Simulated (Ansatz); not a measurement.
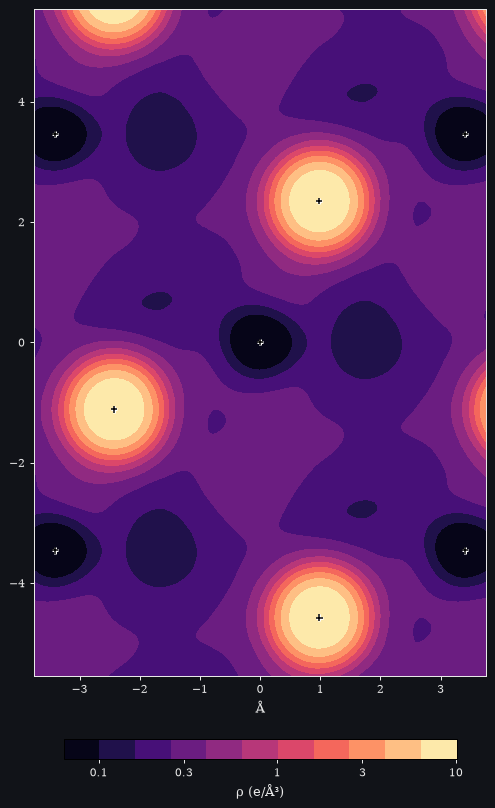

The valence electron density on a plane through atoms (crosses mark nuclei in the plane).

The calculation used DFT PBE, scalar-relativistic, plane waves, PAW (Ansatz).

Candidates:
A. W, a = 9.00 Å, b = 9.00 Å, c = 9.00 Å, α = 60.00°, β = 60.00°, γ = 60.00°. Space group Im-3m; a structure from a database of computed crystals, not necessarily the ambient phase.
B. AlRu, a = 6.82 Å, b = 6.82 Å, c = 8.53 Å, α = 90.00°, β = 90.03°, γ = 120.00°. Space group R3; a generated structure, not necessarily the stable one; computed without spin polarisation.
C. SnO, a = 5.47 Å, b = 5.48 Å, c = 10.22 Å, α = 90.00°, β = 90.00°, γ = 90.00°. Space group Cmce; a structure from a database of computed crystals, not necessarily the ambient phase.

**Which candidate gave the map?**

Candidate B: AlRu on the (101) plane of the conventional cell, which holds Al and Ru.
